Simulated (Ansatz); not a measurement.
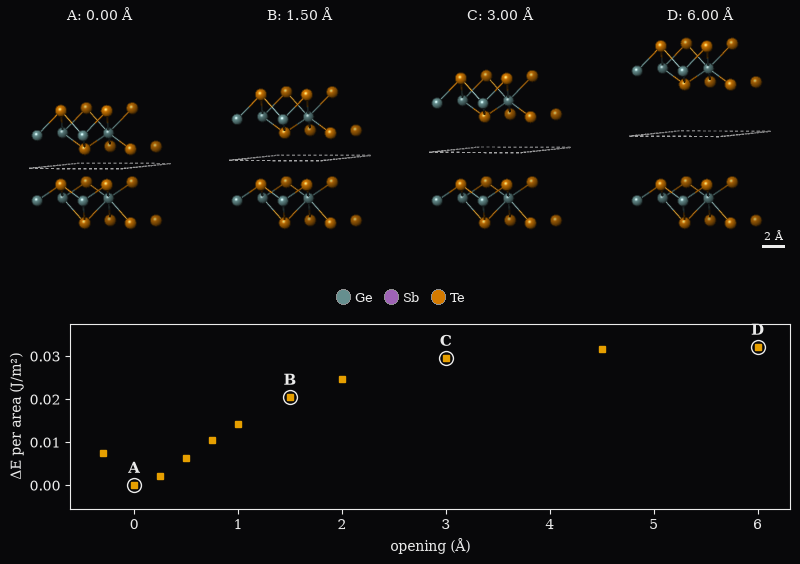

A scan of crystalline Ge2Sb2Te5 (P-3m1): the crystal is pulled apart rigidly along the normal of the (0 0 1) plane of the conventional cell, at a cut between a plane of Te below and one of Te above, 3.24 Å apart. One cut stands in each cell, which starts 18.1 Å high; nothing is relaxed, and the dashed outline marks the cut. The lettered frames are marked on the plot. A ball-and-stick model of the layers on both sides of the cut, seen from the side, nearly along the cut plane.

Theory: DFT PBE, scalar-relativistic, plane waves, PAW (Ansatz 0.2.0). Settings: plane-wave cutoff 420 eV; k-point mesh 11 × 11 × 3; occupations gaussian; smearing width 0.15 eV; no spin polarisation. Energies (free energies at the smearing named) are counted from the relaxed crystal.

Q: What does the scan show?

A: At the widest opening, 6.00 Å, the energy has risen by 0.032 J/m², where the curve has levelled off: this is the ideal work of separation, the sum of the two unrelaxed surface energies of a slab 18.1 Å thick. The steepest rise lies between 0.50 Å and 0.75 Å, with a mean traction of about 0.17 GPa. Pressing the cut together by 0.30 Å costs 0.008 J/m². The band gap on the mesh, 0.14 eV in the reference, closes at 0.50 Å, 0.75 Å, 1.00 Å, 1.50 Å.
